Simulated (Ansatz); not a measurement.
**Single-point calculation of BaTiO$_{3}$ (part 1 of 2)**

- system: BaTiO$_{3}$ (P4mm, 5 atoms in the cell)
- method: DFT, HSE06, plane waves, PAW, no spin polarisation (Ansatz 0.2.0)

The structure derives from an entry of the Crystallography Open Database. The geometry comes from this level: r2SCAN. Figures and captions count atoms from 1; the log counts them from 0 in places.

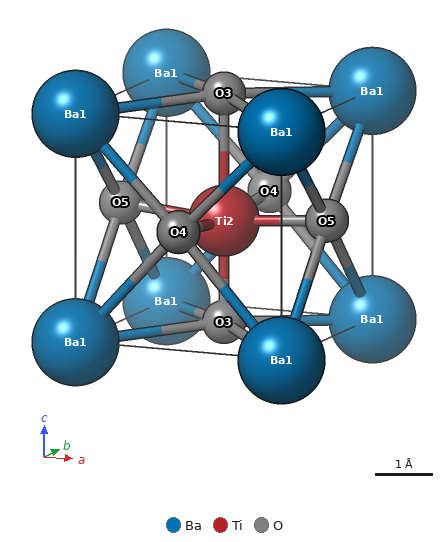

**Figure 1.** The structure as given in the input (ball-and-stick view of the cell of the calculation, seen slightly off an axis; atoms are numbered from 1 in the order of the input).

### Results in brief

| quantity | value |
| --- | --- |
| outcome | converged |
| space group (tolerance 0.01 Å) | P4mm (99) |
| electrons treated | 40 |
| free energy | −10163.4911 eV |
| Fermi energy | 9.281 eV |
| gap on the k-point mesh | 3.31 eV |
| pressure | −2.10 GPa |
| largest force (length of the vector) | 0.305 eV/Å |
| hardware | 4 threads of Arm Neoverse V2, 24 GiB of memory available, shared host |
| wall time | 38 s (CPU time 2.2 min) |
| peak memory | 1.4 GiB |

### Remarks

The program warns: the exchange loop's threshold is looser than advised for the stress; the SCF threshold is looser than advised for the printed stress.

### The input
```yaml
crystal:
  lattice:
    - [3.9723652526, 0.0, 0.0]
    - [0.0, 3.9723652526, 0.0]
    - [0.0, 0.0, 4.1122285626]
  atoms:
    - { symbol: Ba, position: [0.0, 0.0, -0.0043576161] }
    - { symbol: Ti, position: [0.5, 0.5, 0.4775258081] }
    - { symbol: O, position: [0.5, 0.5, 0.0345450385] }
    - { symbol: O, position: [0.5, 0.0, 0.5176433848] }
    - { symbol: O, position: [0.0, 0.5, 0.5176433848] }
kpoints:
  mp_grid: { grid: [4, 4, 4] }
  band_path:
    path:
      - [0.0, 0.0, 0.0]
      - [0.0, 0.5, 0.0]
      - [0.5, 0.5, 0.0]
      - [0.0, 0.0, 0.5]
      - [0.0, 0.5, 0.5]
      - [0.5, 0.5, 0.5]
      - [-0.5, -0.5, 0.479167]
    npoints: 1
hamiltonian:
  xc: hse06
scf:
  occupations: { method: fixed }
  n_extra_bands: 5
output:
  forces: true
  stress: true
  eigenvalues: true
  write_density: true
  write_potential: true
  elf: true
  volumetric_format: npy
```

Launch command:
```bash
ansatz run input.yaml --threads 4 --pin off --max-ram 5529MiB --backend cpu --events-out ev --progress --plain --runs-dir out
```

### The program's output
```
Warning: output.stress: scf.convergence.dr2_threshold = 1e-7 eV (the SCF's general default) is looser than the 5e-10 eV advised for a printed stress (1e-10 eV for each atom of the cell: 5). What an SCF threshold leaves in a stress goes as its square root, and in the free energy as the threshold itself, and one threshold admits the most on a small cell: of the crystals measured, under no hybrid functional and no lock of the moments, on runs that ended without the residual-converged pass, on stresses that held no estimate of that error, the worst erred by over 100 MPa in a component at 1e-7 eV an atom and by under 5 at 1e-10. Set scf.convergence.dr2_threshold to 5e-10 eV or tighter. The threshold is an SCF's pass mark: one that does not reach it within its budget of iterations ends unconverged, or closes short of it on a stop that the run arms, and scf.convergence.dr2_threshold's page says what that costs each kind of run
Warning: output.stress: scf.exx.energy_threshold = 1e-6 eV is looser than the 5e-8 eV advised for a stress under a hybrid functional (1e-8 eV for each atom of the cell: 5). Every SCF of the exchange loop can meet its threshold on dr2 while the loop round them stops early: no threshold on dr2 bounds what that leaves in the stress. Set scf.exx.energy_threshold to 5e-8 eV or tighter. The threshold is the loop's pass mark: a loop that does not reach it within its budget of cycles ends unconverged, and scf.exx.energy_threshold's page has the law
scf.n_extra_bands = 5 over 20 filled bands (N_el = 40.0): the run solves 25 bands
Engine: ansatz 0.2.0, aarch64-unknown-linux-gnu
Pseudopotentials: kind: paw
Pseudopotential: Ba, paw, valence charge 10, recommended cutoff 420 eV (normal), Ba.paw.azcp
Pseudopotential: Ti, paw, valence charge 12, recommended cutoff 420 eV (normal), Ti.paw.azcp
Pseudopotential: O, paw, valence charge 6, recommended cutoff 420 eV (normal), O.paw.azcp
Functional definition: HSE06
  parameter a = 0.25
  parameter omega = 0.11/bohr
  exchange = pbe_x - a*pbe_x_sr(omega) + a*exact_x_sr(omega)
  correlation = pbe_c
davidson cushion auto → on  (no smearing: the cushion is to keep the highest requested band from converging to the state above it; pin scf.eigensolver.cushion to override)
Crystal: 5 atoms, lattice volume = 64.890 Å³
Basis set: ecut = 420 eV, 1293 PW (Γ), exchange–correlation on 54×54×60 points (8 copies of the dense FFT grid, shifted against one another)
Bands: 25, of which v1, the nominal top of the filled ones, is band 20 counted from 1 (19 counted from 0)
Symmetry: 8 space group operations
Space group: P4mm (ITA 99), of the structure as read, at distance tolerance 4.0e-5 Å
k-points: 18 of 64 (time reversal used)
Non-local potential: Ba, projectors of the file, l = 0: 3, l = 1: 2, l = 2: 2, l = 3: 2
Non-local potential: Ti, projectors of the file, l = 0: 3, l = 1: 2, l = 2: 3, l = 3: 1
Non-local potential: O, projectors of the file, l = 0: 2, l = 1: 2, l = 2: 1
PAW form: soft (Blöchl's): semilocal exchange-correlation on the pseudo side does not see the compensation charge
PAW frozen core: Ba, regenerated for the run's functional, and the local potential with it (the file was generated under x = pbe(κ = 0.804, μ = 0.2195149727645171), c = pbe(β = 0.06672455060314922))
PAW frozen core: Ti, regenerated for the run's functional, and the local potential with it (the file was generated under x = pbe(κ = 0.804, μ = 0.2195149727645171), c = pbe(β = 0.06672455060314922))
PAW frozen core: O, regenerated for the run's functional, and the local potential with it (the file was generated under x = pbe(κ = 0.804, μ = 0.2195149727645171), c = pbe(β = 0.06672455060314922))
PAW one-centre angular grid: Ba, 194 points (default); XC on 64 Gauss nodes
PAW one-centre angular grid: Ti, 590 points (default); XC on 64 Gauss nodes
PAW one-centre angular grid: O, 110 points (default); XC on 96 Gauss nodes
Initial density: superposition of atomic densities (neutral atoms: chi_scale 0, normalization atom), corrected by the library's trained network
Initial wavefunctions: pseudopotential atomic-orbital guess
Functional: x = pbe(κ = 0.804, μ = 0.2195149727645171), c = pbe(β = 0.06672455060314922), warm-up for x = pbe(κ = 0.804, μ = 0.2195149727645171) + 0.25 (exact − pbe) at short range (hse, ω = 0.20786987370883472 Å⁻¹), c = pbe(β = 0.06672455060314922); HSE06 as pw.x's `hse` composes it (authors' and Libxc's form: `xc: wpbeh`)
SCF iter   1: F=—  HF=-10159.598778 eV  |F-HF|=—  |Δ(HF+E_count)|=         —  Δρ=1.54e-3  dr2=9.67e-4  ethr=1.77e-3  ⟨swp⟩=7.6  Hψ=2245  notcnv=0
preconditioner: auto → none  [insulator: Δε(μ)=1.851 eV  Ē_g=12.057 eV  n_scr=18 (ndim 8)  ℏωp=26.1 eV  f_vac=0.000]
SCF iter   2: F=—  HF=-10159.603916 eV  |F-HF|=—  |Δ(HF+E_count)|=   5.14e-3  Δρ=1.15e-3  dr2=6.97e-4  ethr=2.42e-6  ⟨swp⟩=7.3  Hψ=2249  notcnv=0  defer=4
SCF iter   3: F=-10159.603875 eV  HF=-10159.603811 eV  |F-HF|=6.43e-5  |Δ(HF+E_count)|=   1.05e-4  Δρ=4.82e-4  dr2=7.99e-5  ethr=1.74e-6  ⟨swp⟩=3.3  Hψ=1113  notcnv=0  defer=1
SCF 1 stopped early in 3 iterations: F = -10159.603875 eV  dr2 = 7.99e-5
  greatest PAW one-centre occupation: 0.999 electrons in one spin orbital (limit 2), on the Ti atom at site 1 (counted from 0), in its partial waves of l = 0
Initial density: handed on by an earlier stage of this run
Initial wavefunctions: those handed on with the density
Functional: x = pbe(κ = 0.804, μ = 0.2195149727645171) + 0.25 (exact − pbe) at short range (hse, ω = 0.20786987370883472 Å⁻¹), c = pbe(β = 0.06672455060314922); HSE06 as pw.x's `hse` composes it (authors' and Libxc's form: `xc: wpbeh`)
Exchange kernel: α = 0.2500, screened, ω = 0.2079 Å⁻¹, Wigner–Seitz truncation, v(0) = 1035.1559 eV·Å³, q-mesh 4×4×4, nearest image of the exchange supercell L = 15.89 Å, pair-density grid 20×20×20, without the augmentation charges, whose exchange is taken in its separable form by FFT convolution over the k-point mesh (sized by the pseudopotential files, 27×27×30 at the most), smooth part of the exact exchange by density-matrix convolution
Frozen-core exchange: fock
SCF iter   1: F=—  HF=-10163.666153 eV  |F-HF|=—  |Δ(HF+E_count)|=         —  Δρ=2.85e-2  dr2=8.05e-1  ethr=2.00e-6  ⟨swp⟩=8.5  Hψ=2719  notcnv=0
preconditioner: auto → none  [insulator: Δε(μ)=4.156 eV  Ē_g=14.941 eV  n_scr=18 (ndim 8)  ℏωp=26.1 eV  f_vac=0.000]
SCF iter   2: F=—  HF=-10163.633722 eV  |F-HF|=—  |Δ(HF+E_count)|=   3.24e-2  Δρ=3.45e-2  dr2=8.64e-1  ethr=2.00e-6  ⟨swp⟩=7.8  Hψ=2611  notcnv=0
SCF iter   3: F=—  HF=-10163.468828 eV  |F-HF|=—  |Δ(HF+E_count)|=   1.65e-1  Δρ=4.31e-3  dr2=1.53e-2  ethr=2.00e-6  ⟨swp⟩=7.4  Hψ=2295  notcnv=0  defer=6
SCF iter   4: F=—  HF=-10163.492749 eV  |F-HF|=—  |Δ(HF+E_count)|=   2.39e-2  Δρ=2.46e-3  dr2=5.23e-3  ethr=2.00e-6  ⟨swp⟩=4.5  Hψ=1745  notcnv=0
SCF iter   5: F=—  HF=-10163.491630 eV  |F-HF|=—  |Δ(HF+E_count)|=   1.12e-3  Δρ=9.42e-4  dr2=3.27e-4  ethr=2.00e-6  ⟨swp⟩=4.1  Hψ=1453  notcnv=0
SCF iter   6: F=—  HF=-10163.491994 eV  |F-HF|=—  |Δ(HF+E_count)|=   3.65e-4  Δρ=7.35e-4  dr2=2.42e-4  ethr=7.30e-7  ⟨swp⟩=3.8  Hψ=1247  notcnv=0
iter 7 solved again at ethr=1.75e-8 eV; its pass at ethr=5.97e-7 eV (dr2=6.98e-6 eV) is discarded
SCF iter   7: F=-10163.491941 eV  HF=-10163.491935 eV  |F-HF|=6.00e-6  |Δ(HF+E_count)|=   5.96e-5  Δρ=1.27e-4  dr2=9.02e-6  ethr=1.75e-8  ⟨swp⟩=4.0  Hψ=2319  notcnv=0
eigensolver tolerance schedule: the retry pair's looser diagonalisation over-reported the residual by 0.20 of it (diagonalisation noise at 0.21 of the residual, at the tolerance the schedule requests for it); recorded, not acted on — ethr = c·dr2/N_el stays at c = 1.0e-1
SCF 2 stopped early in 7 iterations: F = -10163.491941 eV  dr2 = 9.02e-6
  Residual-converged pass: ⟨swp⟩=4.2  Hψ=1513  notcnv=0  max |occ|·‖R‖ = 6.2e-6 eV (tolerance 6.7e-6 eV)  dr2=8.76e-6  dr2_onsite=6.12e-7  max |Δocc| = 0.0e0
hybrid outer 1: dexx = +2.889e-2 eV, tail = 1.10e-4 eV
Exchange kernel: α = 0.2500, screened, ω = 0.2079 Å⁻¹, Wigner–Seitz truncation, v(0) = 1035.1559 eV·Å³, q-mesh 4×4×4, nearest image of the exchange supercell L = 15.89 Å, pair-density grid 20×20×20, without the augmentation charges, whose exchange is taken in its separable form by FFT convolution over the k-point mesh (sized by the pseudopotential files, 27×27×30 at the most), smooth part of the exact exchange by density-matrix convolution
Frozen-core exchange: fock
SCF iter   1: F=—  HF=-10163.491077 eV  |F-HF|=—  |Δ(HF+E_count)|=         —  Δρ=1.40e-4  dr2=9.51e-6  ethr=1.38e-6  ⟨swp⟩=3.0  Hψ=1067  notcnv=0
preconditioner: auto → none  [insulator: Δε(μ)=3.312 eV  Ē_g=13.012 eV  n_scr=18 (ndim 8)  ℏωp=25.2 eV  f_vac=0.000]
SCF iter   2: F=—  HF=-10163.491077 eV  |F-HF|=—  |Δ(HF+E_count)|=   1.54e-7  Δρ=6.84e-5  dr2=2.20e-6  ethr=1.92e-8  ⟨swp⟩=4.1  Hψ=1504  notcnv=0
SCF iter   3: F=—  HF=-10163.491079 eV  |F-HF|=—  |Δ(HF+E_count)|=   2.21e-6  Δρ=4.07e-5  dr2=5.10e-7  ethr=4.34e-9  ⟨swp⟩=3.8  Hψ=1180  notcnv=0  defer=3
SCF iter   4: F=—  HF=-10163.491079 eV  |F-HF|=—  |Δ(HF+E_count)|=   1.02e-7  Δρ=1.60e-5  dr2=6.40e-8  ethr=1.08e-9  ⟨swp⟩=3.2  Hψ=1096  notcnv=0  defer=1
SCF iter   5: F=—  HF=-10163.491079 eV  |F-HF|=—  |Δ(HF+E_count)|=   8.02e-8  Δρ=9.44e-6  dr2=4.14e-8  ethr=1.29e-10  ⟨swp⟩=4.9  Hψ=1406  notcnv=0  defer=5
SCF iter   6: F=-10163.491079 eV  HF=-10163.491079 eV  |F-HF|=1.93e-9  |Δ(HF+E_count)|=   1.04e-8  Δρ=2.23e-6  dr2=2.43e-9  ethr=9.89e-11  ⟨swp⟩=3.0  Hψ=1055  notcnv=0
SCF 3 converged in 6 iterations: F = -10163.491079 eV  dr2 = 2.43e-9
  Residual-converged pass: ⟨swp⟩=4.0  Hψ=1400  notcnv=0  max |occ|·‖R‖ = 7.0e-7 eV (tolerance 7.0e-7 eV)  dr2=2.12e-9  dr2_onsite=2.71e-10  max |Δocc| = 0.0e0
hybrid outer 2: dexx = +2.497e-6 eV, tail = 5.61e-8 eV, Δε = 6.03e-3 eV (about 1.59e-4 eV left of the loop's levels), ΔF = 2.38e-2 eV/Å (tail 3.04e-3)
Exchange kernel: α = 0.2500, screened, ω = 0.2079 Å⁻¹, Wigner–Seitz truncation, v(0) = 1035.1559 eV·Å³, q-mesh 4×4×4, nearest image of the exchange supercell L = 15.89 Å, pair-density grid 20×20×20, without the augmentation charges, whose exchange is taken in its separable form by FFT convolution over the k-point mesh (sized by the pseudopotential files, 27×27×30 at the most), smooth part of the exact exchange by density-matrix convolution
Frozen-core exchange: fock
SCF iter   1: F=—  HF=-10163.491079 eV  |F-HF|=—  |Δ(HF+E_count)|=         —  Δρ=4.13e-6  dr2=8.87e-9  ethr=7.01e-10  ⟨swp⟩=4.3  Hψ=1094  notcnv=0
preconditioner: auto → none  [insulator: Δε(μ)=3.310 eV  Ē_g=13.011 eV  n_scr=18 (ndim 8)  ℏωp=25.2 eV  f_vac=0.000]
SCF iter   2: F=-10163.491079 eV  HF=-10163.491079 eV  |F-HF|=5.68e-10  |Δ(HF+E_count)|=   2.01e-9  Δρ=1.40e-6  dr2=1.02e-9  ethr=2.02e-11  ⟨swp⟩=4.0  Hψ=1282  notcnv=0  defer=1
SCF 4 converged in 2 iterations: F = -10163.491079 eV  dr2 = 1.02e-9
  Residual-converged pass: ⟨swp⟩=3.9  Hψ=1281  notcnv=0  max |occ|·‖R‖ = 6.6e-7 eV (tolerance 6.9e-7 eV)  dr2=1.05e-9  dr2_onsite=1.35e-10  max |Δocc| = 0.0e0
```

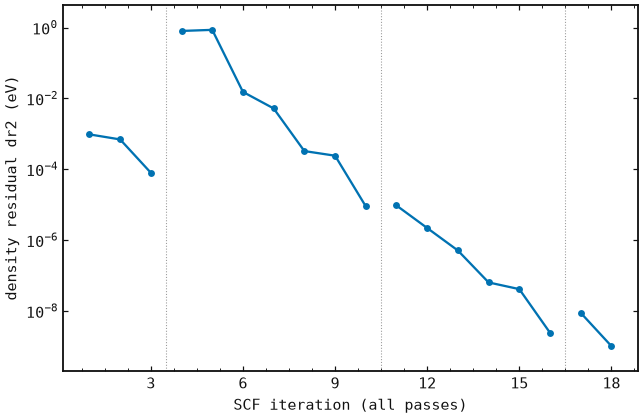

**Figure 2.** Convergence of the self-consistent field: density residual dr2 against the SCF iteration. The run starts with a semilocal functional; after that each stretch between dotted lines is one SCF of the hybrid functional between two exact rebuilds of the exchange operator by the outer loop. Early passes are stopped at a loose threshold. The passes take 3, 7, 6 and 2 iterations.

```
hybrid outer 3: dexx = +1.562e-9 eV, tail = 2.34e-9 eV, Δε = 1.98e-4 eV (about 4.96e-5 eV left of the loop's levels), ΔF = 3.14e-4 eV/Å (tail 4.45e-4)
NSCF: frozen V_eff on 7 k-points
hybrid SCF converged: 3 outer / 15 inner (+3 warm-up), last move |dexx| = 1.56e-9 eV, tail = 2.34e-9 eV
Stability not checked: this state was not tested for a lower state beside it, because the functional holds exact exchange (a hybrid, or Hartree-Fock), whose exchange loop this test does not read (fock_operator; see scf.lower_state_search)
Free energy (F): -10163.491079 eV
Frozen-core exchange: fock
Harris-Foulkes:  -10163.491079 eV  (|F-HF|=5.68e-10)
Internal energy: -10163.491079 eV  (E = F + TS)
E sigma→0 (E₀):  -10163.491079 eV
Fermi energy:    9.281336 eV
--- Per-component energies (eV) ---
  E_band       = -229.017259
  E_kinetic    = 972.661443
  E_local      = -2120.763367  (includes V_loc(G=0)·N_el)
  E_nonlocal   = 196.710933
  E_hartree    = 826.716451
  E_xc         = -395.313569
  E_vxc        = -436.362138  (∫ρ·V_xc dr)
  E_exx        = -117.042293  (= α·E_x^exact, valence–valence)
  E_paw        = -6727.203451  (= ΣΔE_a)
  E_vpaw       = -260.619562  (= ΣTr[D̂ρ^β])
  E_aug_tail   = 0.007389  (compensation charges beyond the density's cutoff)
  E_ewald      = -2798.864469
  E_core_change = -0.400145  (= ΣΔE_core)
  E_smearing   = -0.000000  (= −TS)
  E_closure    = -0.000000  (closes the sum)
  Σ components = -10163.491079   (vs F -10163.491079, Δ=0.00e0)
--- Forces (eV/Å), atoms counted from 1 ---
  atom   1  Ba     0.00000000     0.00000000    -0.02543983
  atom   2  Ti    -0.00000000     0.00000000    -0.27462565
  atom   3  O     -0.00000000     0.00000000     0.30481472
  atom   4  O      0.00000000     0.00000000    -0.00237339
  atom   5  O      0.00000000     0.00000000    -0.00237339
  max |Σ_I F_I| component: 2.46e-6 eV/Å
--- Stress (GPa, compression-positive) ---
       -2.077845       0.000000      -0.000000
        0.000000      -2.077845       0.000000
       -0.000000       0.000000      -2.132492
  P = ⅓ Tr σ = -2.0961 GPa (-20.961 kbar)
```
